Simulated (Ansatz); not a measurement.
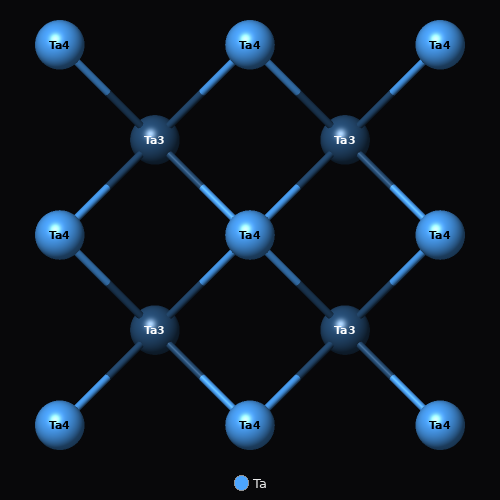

The system is N on a Ta(100) slab cut from the Im-3m phase, its upper half relaxed before the scan (4 atoms of substrate and one adsorbate in a 1 × 1 cell); the picture shows it without the atoms that are moved over the map. 
- N is moved over the surface cell; relaxed at each place: the height of the adsorbate's atoms; substrate rigid; the origin of the map has the adsorbate above Ta4.
- Places are given modulo a cell vector. The map is drawn in real space over the plane of the surface.
- The grid has 8 × 8 points; 15 points were computed and 49 follow by symmetry.
- Energies are in eV, from the lowest grid point.
- With one adsorbate in each 1 × 1 cell, its nearest image is 3.3 Å away, so neighbouring adsorbates interact.
- Method: DFT PBE, scalar-relativistic, plane waves, PAW in Ansatz 0.2.0. Settings: cutoff 420 eV, k-mesh 8×8×1, gaussian smearing 0.1 eV, no spin polarisation.

Range: position of N5 along the first surface vector from 0.000 to 0.875; position of N5 along the second surface vector from 0.000 to 0.875.

Question: Predict the map.

Answer: The lowest grid point is at (3/8, 4/8) of the cell vectors [nearest 3 Ta at 2.14 Å]. The highest grid point, the top site over a surface Ta atom, (0/8, 0/8) of the cell vectors, lies 3.99 eV above the lowest. At the lowest point the adsorbate has 3 Ta at 2.14 Å as nearest neighbours, at the highest 1 Ta at 1.77 Å. Its relaxed height above the top atom is 0.58 Å at the lowest and 1.77 Å at the highest point.

```tsv
second ↓, first →	0/8	1/8	2/8	3/8	4/8	5/8	6/8	7/8
7/8	3.84	3.69	3.24	2.04	0.78	2.04	3.24	3.69
6/8	3.36	3.24	2.78	1.37	0.21	1.37	2.78	3.24
5/8	2.22	2.04	1.37	0.34	0.00	0.34	1.37	2.04
4/8	1.02	0.78	0.21	0.00	0.03	0.00	0.21	0.78
3/8	2.22	2.04	1.37	0.34	0.00	0.34	1.37	2.04
2/8	3.36	3.24	2.78	1.37	0.21	1.37	2.78	3.24
1/8	3.84	3.69	3.24	2.04	0.78	2.04	3.24	3.69
0/8	3.99	3.84	3.36	2.22	1.02	2.22	3.36	3.84
```

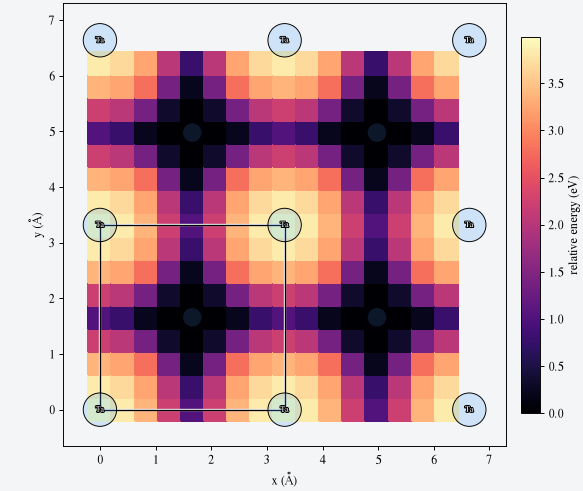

In the figure: one coloured cell a grid point, labelled circles for the atoms of the top layer and small ones for the second layer, the outline of one cell of the 2 × 2 shown.

Time for the 15 points that were run: 23 min on 1 thread of Arm Neoverse V1, with other jobs on the host.

PAW datasets: the set soft_1.
